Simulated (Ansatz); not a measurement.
**TiSi2: single-point calculation**

The run: single-point calculation of TiSi2 (slab, 18 atoms in the cell). Method and program: DFT PBE, scalar-relativistic, plane waves, PAW, no spin polarisation (Ansatz 0.2.0).

The structure derives from a Materials Project entry. It belongs to a series of runs on one base structure; here: (0 0 1) slab cut from the bulk. Figures and captions count atoms from 1; the log counts them from 0 in places.

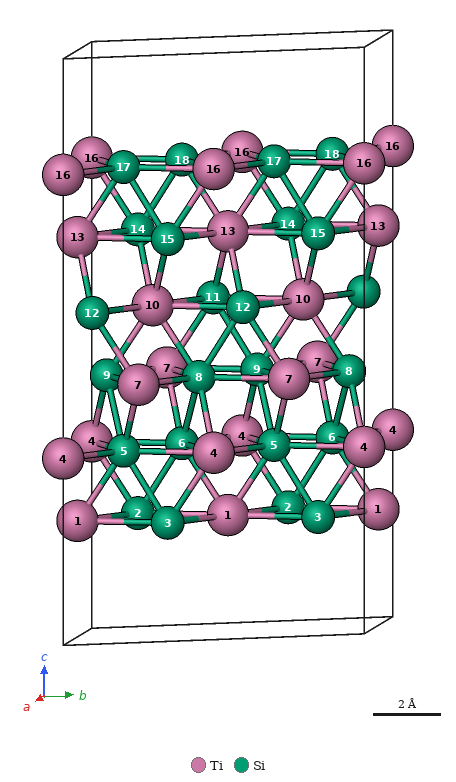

*The input geometry (ball-and-stick view of the 1 × 2 repeat of the cell, with the vacuum cut short, seen slightly off an axis; atoms are numbered from 1 in the order of the input).*

Input:
```yaml
crystal:
  lattice:
    - [4.7827940929, 0.0, 0.0]
    - [-2.3669914019, 4.1560162462, 0.0]
    - [0.0, 0.0, 25.7004598267]
  atoms:
    - { symbol: Ti, position: [0.5, 0.0, 0.2918235724] }
    - { symbol: Si, position: [0.1630629673, 0.3369370327, 0.2918235724] }
    - { symbol: Si, position: [0.8369370327, 0.6630629673, 0.2918235724] }
    - { symbol: Ti, position: [0.0, 0.0, 0.3750941435] }
    - { symbol: Si, position: [0.6630629673, 0.3369370327, 0.3750941435] }
    - { symbol: Si, position: [0.3369370327, 0.6630629673, 0.3750941435] }
    - { symbol: Ti, position: [0.0, 0.5, 0.4583647145] }
    - { symbol: Si, position: [0.6630629673, 0.8369370327, 0.4583647145] }
    - { symbol: Si, position: [0.3369370327, 0.1630629673, 0.4583647145] }
    - { symbol: Ti, position: [0.5, 0.5, 0.5416352855] }
    - { symbol: Si, position: [0.1630629673, 0.8369370327, 0.5416352855] }
    - { symbol: Si, position: [0.8369370327, 0.1630629673, 0.5416352855] }
    - { symbol: Ti, position: [0.5, 0.0, 0.6249058565] }
    - { symbol: Si, position: [0.1630629673, 0.3369370327, 0.6249058565] }
    - { symbol: Si, position: [0.8369370327, 0.6630629673, 0.6249058565] }
    - { symbol: Ti, position: [0.0, 0.0, 0.7081764276] }
    - { symbol: Si, position: [0.6630629673, 0.3369370327, 0.7081764276] }
    - { symbol: Si, position: [0.3369370327, 0.6630629673, 0.7081764276] }
basis:
  ecutwfc: 420
kpoints:
  mp_grid: { grid: [8, 8, 1] }
hamiltonian:
  xc: pbe
scf:
  occupations: { method: gaussian, width: 0.1 }
output:
  forces: true
  stress: true
  eigenvalues: true
efield:
  axis: 3
  dipole_correction: true
  ramp_width: 0.04
```

Launched with:
```bash
ansatz run input.yaml --threads 4 --pin off --max-ram 8192MiB --backend cpu --events-out ev --progress --plain --runs-dir out
```

The program's output:
```
Engine: ansatz 0.2.0, aarch64-unknown-linux-gnu
Pseudopotentials: kind: paw
Pseudopotential: Ti, paw, valence charge 12, recommended cutoff 420 eV (normal), Ti.paw.azcp
Pseudopotential: Si, paw, valence charge 4, recommended cutoff 420 eV (normal), Si.paw.azcp
Functional definition: PBE
  parameter kappa = 0.804
  parameter beta = 0.06672455060314922
  exchange = pbe_x(kappa = kappa, mu = beta*pi^2/3)
  correlation = pbe_c(beta = beta)
Crystal: 18 atoms, lattice volume = 510.858 Å³
Basis set: ecut = 420 eV, 9853 PW (Γ), exchange–correlation on 64×64×360 points (8 copies of the dense FFT grid, shifted against one another)
Bands: 78, of which v1, the nominal top of the filled ones, is band 60 counted from 1 (59 counted from 0)
Symmetry: 2 space group operations
k-points: 34 of 64
Non-local potential: Ti, projectors of the file, l = 0: 3, l = 1: 2, l = 2: 3, l = 3: 1
Non-local potential: Si, projectors of the file, l = 0: 2, l = 1: 2, l = 2: 2
PAW form: soft (Blöchl's): semilocal exchange-correlation on the pseudo side does not see the compensation charge
PAW one-centre angular grid: Ti, 590 points (default); XC on 64 Gauss nodes
PAW one-centre angular grid: Si, 110 points (default); XC on 64 Gauss nodes
Initial density: superposition of atomic densities (neutral atoms: chi_scale 0, normalization atom), corrected by the library's trained network
Initial wavefunctions: pseudopotential atomic-orbital guess
Functional: x = pbe(κ = 0.804, μ = 0.2195149727645171), c = pbe(β = 0.06672455060314922)
SCF iter   1: F=—  HF=-22633.125704 eV  |F-HF|=—  |Δ(HF+E_count)|=         —  Δρ=7.67e-3  dr2=3.30e0  ethr=1.77e-3  p=0.000 e·Å  D=4.17e-14 V/Å  ΔV_dip=-0.00 eV  dr2_dipole=7.87e-8  V_vac-E_F(+/−)=4.11/4.11 eV  ⟨swp⟩=9.0  Hψ=13680  notcnv=0
efield: sawtooth ramp at fractional position 0.9800 (placed from the atoms, in the widest stretch of the axis that holds none; the zero of the levels goes with the place), width 0.0400; the density the first Hamiltonian is built on has a dipole p = 0.000 e·Å; the dipole correction subtracts the counter field D = 4.17e-14 V/Å, which shifts the + side's vacuum level by -0.00 eV against the − side's; the planar-averaged density in the ramp window peaks in size at 7.7e-6 e/Å³
preconditioner: auto → LDOS  [metal: Δε(μ)=0.004 eV  Ē_g=5.821 eV  σ=0.100 eV  W_gap=0.02  n_scr=94 (ndim 8)  ℏωp=13.9 eV  f_vac=0.431  D(μ)=9.20/eV (n_scr^D=64)  β→1.0]
SCF iter   2: F=—  HF=-22633.048328 eV  |F-HF|=—  |Δ(HF+E_count)|=   7.74e-2  Δρ=3.00e-3  dr2=3.89e-1  ethr=1.77e-3  p=0.000 e·Å  D=8.34e-6 V/Å  ΔV_dip=-0.00 eV  dr2_dipole=4.84e-8  V_vac-E_F(+/−)=3.80/3.80 eV  ⟨swp⟩=2.0  Hψ=3215  notcnv=0  defer=227
SCF iter   3: F=—  HF=-22633.034503 eV  |F-HF|=—  |Δ(HF+E_count)|=   1.38e-2  Δρ=5.35e-4  dr2=5.95e-3  ethr=3.24e-4  p=0.000 e·Å  D=5.01e-6 V/Å  ΔV_dip=-0.00 eV  dr2_dipole=5.61e-9  V_vac-E_F(+/−)=3.81/3.81 eV  ⟨swp⟩=1.6  Hψ=2507  notcnv=0  defer=290
SCF iter   4: F=—  HF=-22633.035195 eV  |F-HF|=—  |Δ(HF+E_count)|=   6.91e-4  Δρ=2.09e-4  dr2=8.56e-4  ethr=4.96e-6  p=0.000 e·Å  D=3.95e-6 V/Å  ΔV_dip=-0.00 eV  dr2_dipole=4.46e-11  V_vac-E_F(+/−)=3.79/3.79 eV  ⟨swp⟩=2.6  Hψ=3617  notcnv=0  defer=290
SCF iter   5: F=—  HF=-22633.035202 eV  |F-HF|=—  |Δ(HF+E_count)|=   7.20e-6  Δρ=4.51e-5  dr2=1.92e-5  ethr=7.13e-7  p=0.000 e·Å  D=2.35e-6 V/Å  ΔV_dip=-0.00 eV  dr2_dipole=2.19e-10  V_vac-E_F(+/−)=3.79/3.79 eV  ⟨swp⟩=2.1  Hψ=3122  notcnv=0  defer=290
SCF iter   6: F=—  HF=-22633.035481 eV  |F-HF|=—  |Δ(HF+E_count)|=   2.79e-4  Δρ=2.00e-5  dr2=8.65e-6  ethr=1.60e-8  p=0.000 e·Å  D=1.19e-6 V/Å  ΔV_dip=-0.00 eV  dr2_dipole=7.10e-11  V_vac-E_F(+/−)=3.79/3.79 eV  ⟨swp⟩=2.7  Hψ=4875  notcnv=0  defer=243
SCF iter   7: F=—  HF=-22633.035482 eV  |F-HF|=—  |Δ(HF+E_count)|=   5.83e-7  Δρ=6.89e-6  dr2=8.83e-7  ethr=7.20e-9  p=0.000 e·Å  D=6.61e-7 V/Å  ΔV_dip=-0.00 eV  dr2_dipole=5.93e-12  V_vac-E_F(+/−)=3.79/3.79 eV  ⟨swp⟩=2.4  Hψ=3922  notcnv=0  defer=243
SCF iter   8: F=—  HF=-22633.035482 eV  |F-HF|=—  |Δ(HF+E_count)|=   1.46e-7  Δρ=2.54e-6  dr2=1.10e-7  ethr=8.33e-11  p=0.000 e·Å  D=2.72e-7 V/Å  ΔV_dip=-0.00 eV  dr2_dipole=2.46e-13  V_vac-E_F(+/−)=3.79/3.79 eV  ⟨swp⟩=21.3  Hψ=16356  notcnv=0
SCF iter   9: F=-22633.035482 eV  HF=-22633.035482 eV  |F-HF|=1.15e-8  |Δ(HF+E_count)|=   3.45e-8  Δρ=1.22e-6  dr2=2.08e-8  ethr=8.33e-11  p=0.000 e·Å  D=6.45e-8 V/Å  ΔV_dip=-0.00 eV  dr2_dipole=1.47e-13  V_vac-E_F(+/−)=3.79/3.79 eV  ⟨swp⟩=5.5  Hψ=9183  notcnv=0
SCF 1 converged in 9 iterations: F = -22633.035482 eV  dr2 = 2.08e-8
  greatest PAW one-centre occupation: 0.999 electrons in one spin orbital (limit 2), on the Ti atom at site 3 (counted from 0), in its partial waves of l = 0
```

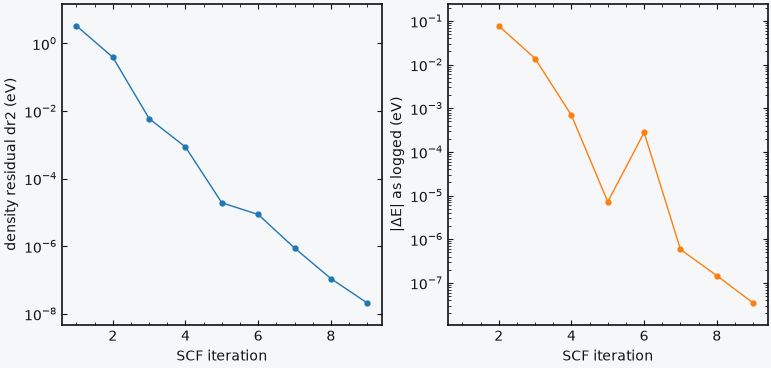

*Convergence of the self-consistent field: density residual dr2 and size of the energy change against the SCF iteration.*

The residual falls at every step.

```
SCF converged after 9 iterations
Free energy (F): -22633.035482 eV
Harris-Foulkes:  -22633.035482 eV  (|F-HF|=1.15e-8)
Internal energy: -22632.980702 eV  (E = F + TS)
E sigma→0 (E₀):  -22633.008092 eV
Entropy (-TS):   -0.054780 eV (-3.043 meV/atom)
Fermi energy:    4.486160 eV
Dipole field:    D = -0.000000 V/Å  (p = -0.000001 e·Å, saw-weighted, corrected)
Work function:   Φ+ = 3.7935 eV   Φ− = 3.7935 eV
Levels:          The Fermi level and band energies are counted from a zero that moves with the ramp; work functions are not
--- Per-component energies (eV) ---
  E_band       = -1633.853365
  E_kinetic    = 2137.728041
  E_local      = -77422.440056  (includes V_loc(G=0)·N_el)
  E_nonlocal   = 352.608651
  E_hartree    = 37831.489504
  E_xc         = -1259.514567
  E_vxc        = -1309.636106  (∫ρ·V_xc dr)
  E_paw        = -12437.537151  (= ΣΔE_a)
  E_vpaw       = -1055.113562  (= ΣTr[D̂ρ^β])
  E_aug_tail   = 0.000786  (compensation charges beyond the density's cutoff)
  E_efield     = 0.000000  (sawtooth field / dipole correction)
  E_vefield    = 0.000000  (∫n·V_field dr)
  E_ewald      = 28164.684089
  E_smearing   = -0.054780  (= −TS)
  E_closure    = -0.000000  (closes the sum)
  Σ components = -22633.035482   (vs F -22633.035482, Δ=0.00e0)
--- Forces (eV/Å), atoms counted from 1 ---
  atom   1  Ti     0.00000000     0.00000000    -0.09785033
  atom   2  Si    -0.01778592     0.21272509    -0.05080219
  atom   3  Si     0.01778592    -0.21272509    -0.05080219
  atom   4  Ti     0.00000000     0.00000000     0.14249281
  atom   5  Si    -0.00918798     0.03916849    -0.06263910
  atom   6  Si     0.00918798    -0.03916849    -0.06263910
  atom   7  Ti     0.00000000     0.00000000     0.10117457
  atom   8  Si     0.00180528     0.04458912     0.14941483
  atom   9  Si    -0.00180528    -0.04458912     0.14941483
  atom  10  Ti     0.00000000     0.00000000    -0.10117389
  atom  11  Si     0.00180525     0.04458915    -0.14941442
  atom  12  Si    -0.00180525    -0.04458915    -0.14941442
  atom  13  Ti     0.00000000     0.00000000    -0.14249389
  atom  14  Si    -0.00918804     0.03916826     0.06263872
  atom  15  Si     0.00918804    -0.03916826     0.06263872
  atom  16  Ti     0.00000000     0.00000000     0.09785039
  atom  17  Si    -0.01778588     0.21272484     0.05080237
  atom  18  Si     0.01778588    -0.21272484     0.05080237
  max |Σ_I F_I| component: 1.03e-7 eV/Å
--- Stress (GPa, compression-positive) ---
       -2.988230       0.031394       0.000000
        0.031394      -2.300715       0.000000
        0.000000       0.000000       0.366390
  P = ⅓ Tr σ = -1.6409 GPa (-16.409 kbar)
--- Band table (eV; the first three rows and the last of 34) ---
  k-point 0: bands = ["-52.4920", "-52.4920", "-51.9355", "-51.9354", "-51.8733", "-51.8600", "-28.9361", "-28.9361", "-28.7552", "-28.7552", "-28.6774", "-28.6774", "-28.2857", "-28.2811", "-28.2796", "-28.2781", "-28.2488", "-28.2388", "-28.2197", "-28.2073", "-28.1698", "-28.1673", "-28.1526", "-28.1404", "-7.9437", "-7.4170", "-6.5349", "-5.4012", "-4.0978", "-2.8380", "-1.2832", "-1.0304", "-0.7509", "-0.6856", "-0.5910", "-0.3896", "-0.3788", "-0.0540", "0.0018", "0.1952", "0.4602", "0.6631", "0.8322", "0.9219", "1.2784", "1.5832", "1.6456", "1.9070", "2.3942", "2.4878", "2.5038", "2.6275", "2.7385", "2.7657", "3.0398", "3.1153", "3.2721", "3.2773", "3.2846", "3.3391", "4.6205", "4.6880", "4.7153", "5.0329", "5.0380", "5.2530", "5.2556", "5.3611", "5.6897", "6.1313", "7.3918", "7.4148", "7.4993", "7.5374", "7.5519", "7.5900", "7.6234", "7.6332"]
  k-point 1: bands = ["-52.4920", "-52.4920", "-51.9354", "-51.9353", "-51.8734", "-51.8601", "-28.9361", "-28.9361", "-28.7558", "-28.7558", "-28.6776", "-28.6776", "-28.2867", "-28.2832", "-28.2812", "-28.2782", "-28.2476", "-28.2426", "-28.2140", "-28.2094", "-28.1706", "-28.1654", "-28.1522", "-28.1407", "-7.8147", "-7.2940", "-6.4294", "-5.2970", "-4.0213", "-2.7816", "-2.0447", "-1.9955", "-1.0710", "-1.0454", "-0.8347", "-0.7189", "-0.3251", "-0.2449", "-0.1992", "0.7332", "0.8851", "0.9624", "1.3048", "1.4176", "1.5829", "1.7814", "1.8563", "2.0113", "2.1569", "2.3713", "2.3985", "2.6542", "2.8248", "3.0482", "3.0998", "3.1493", "3.2040", "3.3016", "3.3374", "3.7188", "4.4727", "4.5832", "4.6989", "4.8311", "4.9379", "5.1306", "5.1486", "5.4235", "5.6857", "6.0751", "6.8803", "7.1597", "7.2483", "7.2912", "7.3114", "7.3384", "7.4314", "7.4405"]
  k-point 2: bands = ["-52.4920", "-52.4920", "-51.9351", "-51.9351", "-51.8736", "-51.8603", "-28.9360", "-28.9360", "-28.7571", "-28.7571", "-28.6779", "-28.6779", "-28.2892", "-28.2872", "-28.2850", "-28.2794", "-28.2472", "-28.2452", "-28.2137", "-28.2045", "-28.1726", "-28.1613", "-28.1516", "-28.1416", "-7.4388", "-6.9393", "-6.1475", "-5.0119", "-3.8873", "-3.0799", "-3.0734", "-2.6940", "-2.0587", "-1.6539", "-1.3721", "-1.3581", "-0.3561", "-0.3269", "-0.1621", "0.7150", "0.7777", "1.3742", "1.4772", "1.6489", "1.7513", "1.9741", "2.0936", "2.2288", "2.4438", "2.6408", "2.8513", "2.9351", "3.1420", "3.2022", "3.3032", "3.4215", "3.5300", "3.5781", "3.7021", "4.1326", "4.2497", "4.4326", "4.6020", "4.8961", "4.9268", "5.0131", "5.2908", "5.5256", "5.5341", "5.8434", "6.4603", "6.6557", "6.8267", "6.9361", "6.9830", "7.0700", "7.1615", "7.1888"]
  k-point 33: bands = ["-52.4919", "-52.4919", "-51.9348", "-51.9348", "-51.8672", "-51.8672", "-28.9374", "-28.9374", "-28.7574", "-28.7574", "-28.6806", "-28.6806", "-28.2972", "-28.2972", "-28.2841", "-28.2841", "-28.2476", "-28.2476", "-28.2091", "-28.2091", "-28.1631", "-28.1631", "-28.1400", "-28.1400", "-5.9626", "-5.9626", "-5.4850", "-5.4850", "-4.6869", "-4.6869", "-3.6961", "-3.6961", "-2.5917", "-2.5917", "-1.5333", "-1.5333", "-0.0400", "-0.0400", "0.3367", "0.3367", "0.6397", "0.6397", "1.3907", "1.3907", "1.7314", "1.7314", "2.4116", "2.4116", "2.8064", "2.8064", "3.2389", "3.2389", "3.5246", "3.5246", "3.6499", "3.6499", "3.6783", "3.6783", "3.8345", "3.8345", "4.2750", "4.2750", "5.1929", "5.1929", "5.5289", "5.5289", "5.7244", "5.7244", "6.3911", "6.3911", "6.6822", "6.6822", "7.0316", "7.0316", "7.2182", "7.2182", "7.4099", "7.4099"]
```

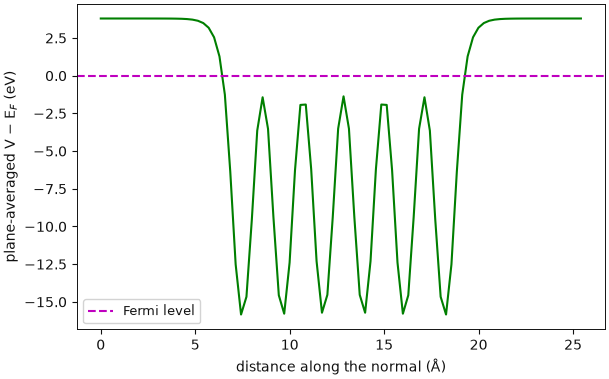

*Plane average of the electrostatic potential energy of an electron across the cell, from the Fermi level.*

The vacuum level lies 3.79 eV above the Fermi level.

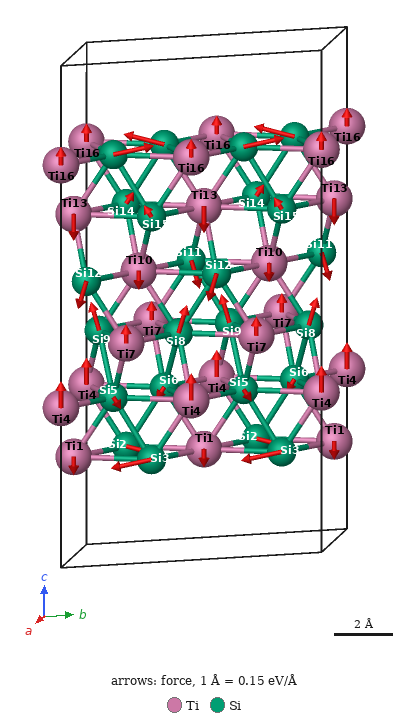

*Forces on the atoms as red arrows (ball-and-stick view of the 1 × 2 repeat of the cell, with the vacuum cut short, seen slightly off an axis; atoms are numbered from 1 in the order of the input).*

The largest act on Si2, Si3, Si17, Si18 (0.22 eV/Å); Si8, Si9, Si11, Si12 (0.16 eV/Å); Ti4, Ti13 (0.14 eV/Å); Ti1, Ti7, Ti10, Ti16 (0.10 eV/Å), among others. The geometry is not a stationary point of this energy.

Summary:

```tsv
quantity	value
outcome	converged
electrons treated	120
free energy	−22633.0355 eV
work function, top face	3.79 eV
work function, bottom face	3.79 eV
Fermi energy	4.486 eV
gap on the k-point mesh	none (metallic)
work function (upper face)	3.79 eV
largest force (length of the vector)	0.219 eV/Å
hardware	4 threads of Arm Neoverse V2, 128 GiB of memory available, shared host
wall time	46 s (CPU time 3 min)
peak memory	1.8 GiB
```
